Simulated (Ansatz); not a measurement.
## Run report: Al₁₆HO₂₄, geometry relaxation (part 1 of 3)

System: Al₁₆HO₂₄ (defect cell, 41 atoms in the cell).
Method: DFT PBE, scalar-relativistic, plane waves, PAW, spin-polarised (Ansatz 0.2.0).

The structure derives from a Materials Project entry.

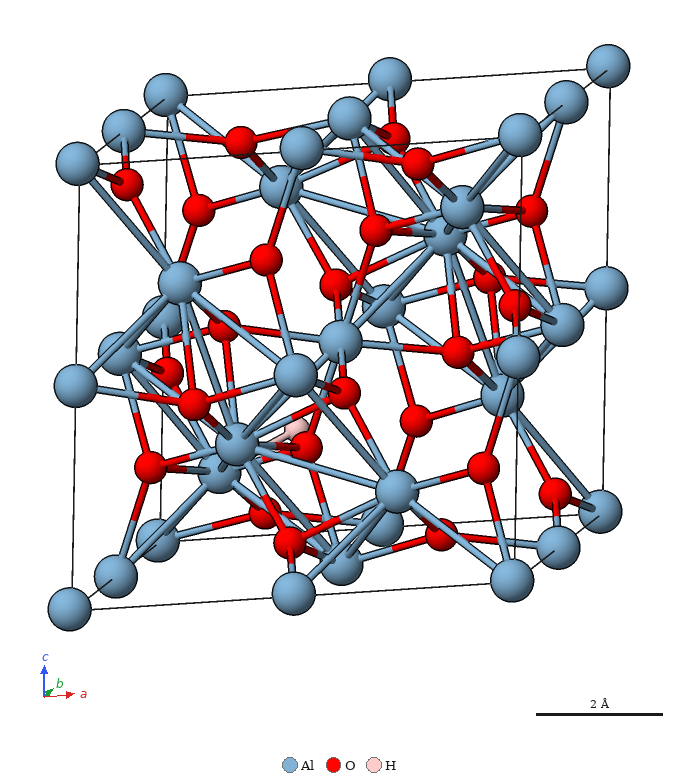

**Figure 1.** The starting structure (ball-and-stick view of the cell of the calculation, seen slightly off an axis). An atom can appear more than once, as a periodic image.

Input file:
```yaml
crystal:
  lattice:
    - [-4.7976, -2.769896, 4.462709]
    - [4.7976, -2.769896, 4.462709]
    - [0.0, 5.539791, 4.462709]
  atoms:
    - { symbol: Al, position: [-0.0058479846, 0.0044908842, 0.0033088485] }
    - { symbol: Al, position: [0.5102354135, 0.4983508409, -0.0044352463] }
    - { symbol: Al, position: [0.4971863926, -0.0005662923, 0.4971306318] }
    - { symbol: Al, position: [0.0, 0.5, 0.5] }
    - { symbol: Al, position: [0.4992883604, 0.4995194944, 0.4945297962] }
    - { symbol: Al, position: [-0.0003341533, 0.0003464922, 0.5050205834] }
    - { symbol: Al, position: [0.0, 0.5, 0.0] }
    - { symbol: Al, position: [0.5011066606, 0.0022788758, 0.006171883] }
    - { symbol: Al, position: [0.693198, 0.693198, 0.693198] }
    - { symbol: Al, position: [0.193198, 0.193198, 0.693198] }
    - { symbol: Al, position: [0.1920919005, 0.692180491, 0.1926758208], spin: 0.5 }
    - { symbol: Al, position: [0.693198, 0.193198, 0.193198] }
    - { symbol: Al, position: [0.306802, 0.306802, 0.306802] }
    - { symbol: Al, position: [0.806802, 0.806802, 0.306802] }
    - { symbol: Al, position: [0.806802, 0.306802, 0.806802] }
    - { symbol: Al, position: [0.297992191, 0.806996991, 0.8077190018] }
    - { symbol: O, position: [0.4146513386, 0.5535572568, 0.2539930998], spin: 0.5 }
    - { symbol: O, position: [0.914167, 0.0582, 0.252005] }
    - { symbol: O, position: [0.914167, 0.5582, 0.752005] }
    - { symbol: O, position: [0.414167, 0.0582, 0.752005] }
    - { symbol: O, position: [0.4370317376, 0.7493972551, 0.5874672932] }
    - { symbol: O, position: [0.9418, 0.247995, 0.585833] }
    - { symbol: O, position: [0.9418, 0.747995, 0.085833] }
    - { symbol: O, position: [0.4418, 0.247995, 0.085833] }
    - { symbol: O, position: [0.747995, 0.585833, 0.4418] }
    - { symbol: O, position: [0.2518768483, 0.0842243458, 0.4339877737] }
    - { symbol: O, position: [0.2482002651, 0.5876931042, 0.9447679516] }
    - { symbol: O, position: [0.747995, 0.085833, 0.9418] }
    - { symbol: O, position: [0.252005, 0.414167, 0.5582] }
    - { symbol: O, position: [0.752005, 0.914167, 0.5582] }
    - { symbol: O, position: [0.752005, 0.414167, 0.0582] }
    - { symbol: O, position: [0.2534773798, 0.9156673123, 0.0619639925], spin: 0.5 }
    - { symbol: O, position: [0.5582, 0.252005, 0.414167] }
    - { symbol: O, position: [0.059276147, 0.7500217327, 0.4138493585] }
    - { symbol: O, position: [0.0582, 0.252005, 0.914167] }
    - { symbol: O, position: [0.5631892954, 0.7440160286, 0.9087346916] }
    - { symbol: O, position: [0.585833, 0.4418, 0.747995] }
    - { symbol: O, position: [0.085833, 0.9418, 0.747995] }
    - { symbol: O, position: [0.085833, 0.4418, 0.247995] }
    - { symbol: O, position: [0.5865849803, 0.9414720719, 0.2427619703], spin: 0.5 }
    - { symbol: H, position: [0.3379587643, 0.8354422188, 0.256067231], spin: 0.5 }
magnetization:
  spin_polarized: true
basis:
  ecutwfc: 420
  fft_grid_basis: typed
kpoints:
  mp_grid: { grid: [3, 3, 3] }
hamiltonian:
  xc: pbe
  pseudopotentials: { kind: paw }
scf:
  occupations: { method: gaussian, width: 0.05 }
output:
  forces: true
  stress: false
  eigenvalues: false
  bader: false
  write_density: false
  volumetric_format: npy
  populations: true
relax:
  adjacent_minimum: "off"
  max_steps: 30
  f_tol: 0.05
```

Launch command:
```bash
ansatz run input.yaml --threads 4 --pin off --max-ram 10240MiB --backend cpu --events-out ev --progress --plain --runs-dir out
```

Output:
```
settings of this run that can trade accuracy for cost: output.eigenvalues: false. Do not mix this run's numbers with those of runs without the same settings; the input reference describes each key
Engine: ansatz 0.2.0, aarch64-unknown-linux-gnu
Pseudopotentials: kind: paw
Pseudopotential: Al, paw, valence charge 3, recommended cutoff 420 eV (normal), Al.paw.azcp
Pseudopotential: O, paw, valence charge 6, recommended cutoff 420 eV (normal), O.paw.azcp
Pseudopotential: H, paw, valence charge 1, recommended cutoff 420 eV (normal), H.paw.azcp
Functional definition: PBE
  parameter kappa = 0.804
  parameter beta = 0.06672455060314922
  exchange = pbe_x(kappa = kappa, mu = beta*pi^2/3)
  correlation = pbe_c(beta = beta)
Crystal: 41 atoms, lattice volume = 355.826 Å³
Basis set: ecut = 420 eV, 6945 PW (Γ), exchange–correlation on 96×96×96 points (8 copies of the dense FFT grid, shifted against one another)
Bands: 139, of which v1, the nominal top of the filled ones, is band 97 counted from 1 (96 counted from 0)
Symmetry: 1 space group operations
Space group: P1 (ITA 1), of the structure as read, at distance tolerance 7.1e-5 Å
Magnetic group: BNS 1.1 (UNI 1), of the structure as read, at distance tolerance 7.1e-5 Å
k-points: 14 of 27 (time reversal used)
Non-local potential: Al, projectors of the file, l = 0: 2, l = 1: 2, l = 2: 1
Non-local potential: O, projectors of the file, l = 0: 2, l = 1: 2, l = 2: 1
Non-local potential: H, projectors of the file, l = 0: 2, l = 1: 1
PAW form: soft (Blöchl's): semilocal exchange-correlation on the pseudo side does not see the compensation charge
PAW one-centre angular grid: Al, 110 points (default); XC on 64 Gauss nodes
PAW one-centre angular grid: O, 110 points (default); XC on 64 Gauss nodes
PAW one-centre angular grid: H, 110 points (default); XC on 64 Gauss nodes
Initial density: superposition of atomic densities (chi_scale 0.1, normalization cell, long waves kept (reshape's long-wave potential 0.05 eV rms))
Starting moments: Σ|m| = 2.5 μB on 5 of 41 sites
Initial wavefunctions: pseudopotential atomic-orbital guess
Functional: x = pbe(κ = 0.804, μ = 0.2195149727645171), c = pbe(β = 0.06672455060314922)
SCF iter   1: F=—  HF=-22302.868087 eV  |F-HF|=—  |Δ(HF+E_count)|=         —  Δρ=6.62e-2 (↑6.12e-2 ↓6.62e-2)  dr2=5.46e1  dr2_m=4.75e-1  M=1.000 μB ∫|m|=1.171 μB  β_m=0.30  ethr=3.10e-3  ⟨swp⟩=7.0  Hψ=18361  notcnv=0  defer=458
preconditioner: auto → Resta (q_TF=auto, 2.464 Å⁻¹)  ε∞=3.2  [insulator: Δε(μ)=1.399 eV  Ē_g=18.374 eV  σ=0.050 eV  W_gap=1.00  n_scr=86 (ndim 8)  ℏωp=27.3 eV  f_vac=0.000  D(μ)=0.00/eV (n_scr^D=0)  ε∞_Penn≈3.2]
spin=Collinear: Resta preconditioning applied to the charge; magnetization (m = ρ↑ − ρ↓) channel mixes plain (no charge-response kernel on spin).
SCF iter   2: F=—  HF=-22290.674784 eV  |F-HF|=—  |Δ(HF+E_count)|=    1.22e1  Δρ=3.23e-2 (↑2.99e-2 ↓3.23e-2)  dr2=1.37e1  dr2_m=2.47e-1  M=1.000 μB ∫|m|=1.138 μB  β_m=0.30  ethr=3.10e-3  ⟨swp⟩=2.1  Hψ=7181  notcnv=0  defer=1036
SCF iter   3: F=—  HF=-22287.401212 eV  |F-HF|=—  |Δ(HF+E_count)|=    3.27e0  Δρ=1.78e-2 (↑1.78e-2 ↓1.68e-2)  dr2=1.93e0  dr2_m=1.29e-1  M=1.000 μB ∫|m|=1.118 μB  β_m=0.30  ethr=3.10e-3  ⟨swp⟩=3.0  Hψ=5695  notcnv=0  defer=1036
SCF iter   4: F=—  HF=-22287.202349 eV  |F-HF|=—  |Δ(HF+E_count)|=   1.99e-1  Δρ=5.14e-3 (↑5.14e-3 ↓4.99e-3)  dr2=3.85e-2  dr2_m=6.98e-2  M=1.000 μB ∫|m|=1.096 μB  β_m=0.30  ethr=1.00e-3  ⟨swp⟩=3.3  Hψ=6688  notcnv=0  defer=1027
SCF iter   5: F=—  HF=-22287.244031 eV  |F-HF|=—  |Δ(HF+E_count)|=   4.17e-2  Δρ=3.73e-3 (↑3.67e-3 ↓3.73e-3)  dr2=1.70e-2  dr2_m=3.87e-2  M=1.000 μB ∫|m|=1.085 μB  β_m=0.30  ethr=2.00e-5  ⟨swp⟩=2.6  Hψ=4947  notcnv=0  defer=1027
SCF iter   6: F=—  HF=-22287.270164 eV  |F-HF|=—  |Δ(HF+E_count)|=   2.61e-2  Δρ=2.63e-3 (↑2.62e-3 ↓2.63e-3)  dr2=1.01e-3  dr2_m=2.21e-2  M=1.000 μB ∫|m|=1.076 μB  β_m=0.30  ethr=8.79e-6  ⟨swp⟩=2.0  Hψ=5092  notcnv=0  defer=1027
SCF iter   7: F=—  HF=-22287.279454 eV  |F-HF|=—  |Δ(HF+E_count)|=   9.29e-3  Δρ=1.99e-3 (↑1.95e-3 ↓1.99e-3)  dr2=4.02e-4  dr2_m=1.26e-2  M=1.000 μB ∫|m|=1.069 μB  β_m=0.30  ethr=5.24e-7  ⟨swp⟩=2.5  Hψ=6377  notcnv=0  defer=1027
Mixer restart at iter 7: flushing history
spin-set hold released at iteration 7 (site moments contracting): the magnetisation degrees of freedom join the quasi-Newton model from the next iteration; the mixer history was flushed
SCF iter   8: F=—  HF=-22287.284487 eV  |F-HF|=—  |Δ(HF+E_count)|=   5.03e-3  Δρ=1.51e-3 (↑1.46e-3 ↓1.51e-3)  dr2=2.85e-4  dr2_m=7.17e-3  M=1.000 μB ∫|m|=1.065 μB  β_m=0.65  ethr=2.09e-7  ⟨swp⟩=2.5  Hψ=5834  notcnv=0  defer=1027
SCF iter   9: F=—  HF=-22287.291582 eV  |F-HF|=—  |Δ(HF+E_count)|=   7.09e-3  Δρ=9.88e-5 (↑9.33e-5 ↓9.88e-5)  dr2=4.86e-5  dr2_m=2.08e-5  M=1.000 μB ∫|m|=1.052 μB  β_m=0.82  ethr=1.48e-7  ⟨swp⟩=3.5  Hψ=7661  notcnv=0  defer=1027
SCF iter  10: F=—  HF=-22287.291614 eV  |F-HF|=—  |Δ(HF+E_count)|=   3.19e-5  Δρ=3.44e-5 (↑3.22e-5 ↓3.44e-5)  dr2=9.53e-6  dr2_m=9.32e-7  M=1.000 μB ∫|m|=1.051 μB  β_m=0.82  ethr=2.52e-8  ⟨swp⟩=3.5  Hψ=9310  notcnv=0
SCF iter  11: F=-22287.291613 eV  HF=-22287.291615 eV  |F-HF|=1.29e-6  |Δ(HF+E_count)|=   8.25e-7  Δρ=1.69e-5 (↑1.69e-5 ↓1.49e-5)  dr2=2.14e-6  dr2_m=4.10e-8  M=1.000 μB ∫|m|=1.051 μB  ethr=4.94e-9  ⟨swp⟩=3.4  Hψ=8767  notcnv=0
SCF 1 converged in 11 iterations: F = -22287.291613 eV  dr2 = 2.14e-6
  greatest PAW one-centre occupation: 0.874 electrons in one spin orbital (limit 2), on the O atom at site 31 (counted from 0), in its partial waves of l = 0
relax step   1: F+E_penalty+E_count = -22287.29161337 eV  Δ(F+E_penalty+E_count) = +0.000e0 eV  max|allowed force component| = 1.868e0 eV/Å  Δτ_max = 0.0000 Å  (11 SCF iters, dr2 threshold 6.25e-5 eV, accepted)
Initial density: handed on by an earlier stage of this run
Starting moments: Σ|m| = 2.5 μB on 5 of 41 sites; this step starts from the density that it was given
Initial wavefunctions: those handed on with the density
iter 1 solved again at ethr=4.26e-5 eV; its pass at ethr=3.10e-3 eV (dr2=8.22e-2 eV) is discarded
SCF iter   1: F=—  HF=-22287.870044 eV  |F-HF|=—  |Δ(HF+E_count)|=         —  Δρ=3.99e-3 (↑3.99e-3 ↓2.48e-3)  dr2=8.25e-2  dr2_m=1.54e-2  M=1.000 μB ∫|m|=1.055 μB  β_m=0.30  ethr=4.26e-5  ⟨swp⟩=1.0  Hψ=12523  notcnv=0  defer=1036
preconditioner: auto → Resta (q_TF=auto, 2.464 Å⁻¹)  ε∞=3.4  [insulator: Δε(μ)=1.988 eV  Ē_g=17.482 eV  σ=0.050 eV  W_gap=1.00  n_scr=86 (ndim 8)  ℏωp=27.3 eV  f_vac=0.003  D(μ)=0.00/eV (n_scr^D=0)  ε∞_Penn≈3.4]
spin=Collinear: Resta preconditioning applied to the charge; magnetization (m = ρ↑ − ρ↓) channel mixes plain (no charge-response kernel on spin).
SCF iter   2: F=—  HF=-22287.864847 eV  |F-HF|=—  |Δ(HF+E_count)|=   5.20e-3  Δρ=2.92e-3 (↑2.92e-3 ↓1.67e-3)  dr2=4.10e-2  dr2_m=8.00e-3  M=1.000 μB ∫|m|=1.054 μB  β_m=0.65  ethr=4.26e-5  ⟨swp⟩=2.0  Hψ=2935  notcnv=0  defer=1036
SCF iter   3: F=—  HF=-22287.861792 eV  |F-HF|=—  |Δ(HF+E_count)|=   3.06e-3  Δρ=3.88e-4 (↑3.54e-4 ↓3.88e-4)  dr2=1.32e-3  dr2_m=4.44e-5  M=1.000 μB ∫|m|=1.052 μB  β_m=0.61  ethr=2.12e-5  ⟨swp⟩=2.5  Hψ=5001  notcnv=0  defer=1036
SCF iter   4: F=—  HF=-22287.861538 eV  |F-HF|=—  |Δ(HF+E_count)|=   2.54e-4  Δρ=1.24e-4 (↑1.24e-4 ↓1.10e-4)  dr2=1.38e-4  dr2_m=3.73e-6  M=1.000 μB ∫|m|=1.052 μB  β_m=0.75  ethr=6.82e-7  ⟨swp⟩=2.0  Hψ=5968  notcnv=0  defer=1036
SCF iter   5: F=-22287.861551 eV  HF=-22287.861553 eV  |F-HF|=1.30e-6  |Δ(HF+E_count)|=   1.46e-5  Δρ=3.50e-5 (↑2.73e-5 ↓3.50e-5)  dr2=9.51e-6  dr2_m=5.70e-7  M=1.000 μB ∫|m|=1.052 μB  ethr=5.18e-8  ⟨swp⟩=2.0  Hψ=11795  notcnv=0
SCF 2 converged in 5 iterations: F = -22287.861551 eV  dr2 = 9.51e-6
  greatest PAW one-centre occupation: 0.869 electrons in one spin orbital (limit 2), on the O atom at site 31 (counted from 0), in its partial waves of l = 0
relax step   2: F+E_penalty+E_count = -22287.86155123 eV  Δ(F+E_penalty+E_count) = -5.699e-1 eV  max|allowed force component| = 1.103e0 eV/Å  Δτ_max = 0.1897 Å  (5 SCF iters, dr2 threshold 1.00e-4 eV, accepted)
SCF iter   1: F=—  HF=-22288.202669 eV  |F-HF|=—  |Δ(HF+E_count)|=         —  Δρ=4.04e-3 (↑4.04e-3 ↓3.05e-3)  dr2=1.03e-1  dr2_m=1.82e-2  M=1.000 μB ∫|m|=1.056 μB  β_m=0.30  ethr=4.82e-4  ⟨swp⟩=4.2  Hψ=9202  notcnv=0  defer=1036
preconditioner: auto → Resta (q_TF=auto, 2.464 Å⁻¹)  ε∞=3.5  [insulator: Δε(μ)=2.110 eV  Ē_g=17.451 eV  σ=0.050 eV  W_gap=1.00  n_scr=86 (ndim 8)  ℏωp=27.3 eV  f_vac=0.003  D(μ)=0.00/eV (n_scr^D=0)  ε∞_Penn≈3.5]
spin=Collinear: Resta preconditioning applied to the charge; magnetization (m = ρ↑ − ρ↓) channel mixes plain (no charge-response kernel on spin).
SCF iter   2: F=—  HF=-22288.194187 eV  |F-HF|=—  |Δ(HF+E_count)|=   8.48e-3  Δρ=2.96e-3 (↑2.96e-3 ↓2.00e-3)  dr2=4.91e-2  dr2_m=9.48e-3  M=1.000 μB ∫|m|=1.055 μB  β_m=0.62  ethr=5.36e-5  ⟨swp⟩=2.0  Hψ=4512  notcnv=0  defer=1036
SCF iter   3: F=—  HF=-22288.191050 eV  |F-HF|=—  |Δ(HF+E_count)|=   3.14e-3  Δρ=5.73e-4 (↑5.02e-4 ↓5.73e-4)  dr2=2.57e-3  dr2_m=1.34e-4  M=1.000 μB ∫|m|=1.053 μB  β_m=0.58  ethr=2.55e-5  ⟨swp⟩=2.5  Hψ=5042  notcnv=0  defer=1036
SCF iter   4: F=—  HF=-22288.190579 eV  |F-HF|=—  |Δ(HF+E_count)|=   4.72e-4  Δρ=1.60e-4 (↑1.60e-4 ↓1.40e-4)  dr2=1.91e-4  dr2_m=7.97e-6  M=1.000 μB ∫|m|=1.053 μB  β_m=0.78  ethr=1.33e-6  ⟨swp⟩=2.0  Hψ=5676  notcnv=0  defer=1036
SCF iter   5: F=-22288.190595 eV  HF=-22288.190604 eV  |F-HF|=8.57e-6  |Δ(HF+E_count)|=   2.53e-5  Δρ=4.94e-5 (↑4.24e-5 ↓4.94e-5)  dr2=1.89e-5  dr2_m=8.28e-7  M=1.000 μB ∫|m|=1.053 μB  ethr=3.94e-8  ⟨swp⟩=2.0  Hψ=11893  notcnv=0
SCF 3 converged in 5 iterations: F = -22288.190595 eV  dr2 = 1.89e-5
  greatest PAW one-centre occupation: 0.866 electrons in one spin orbital (limit 2), on the O atom at site 31 (counted from 0), in its partial waves of l = 0
relax step   3: F+E_penalty+E_count = -22288.19059521 eV  Δ(F+E_penalty+E_count) = -3.290e-1 eV  max|allowed force component| = 3.264e-1 eV/Å  Δτ_max = 0.1990 Å  (5 SCF iters, dr2 threshold 7.61e-5 eV, accepted)
```
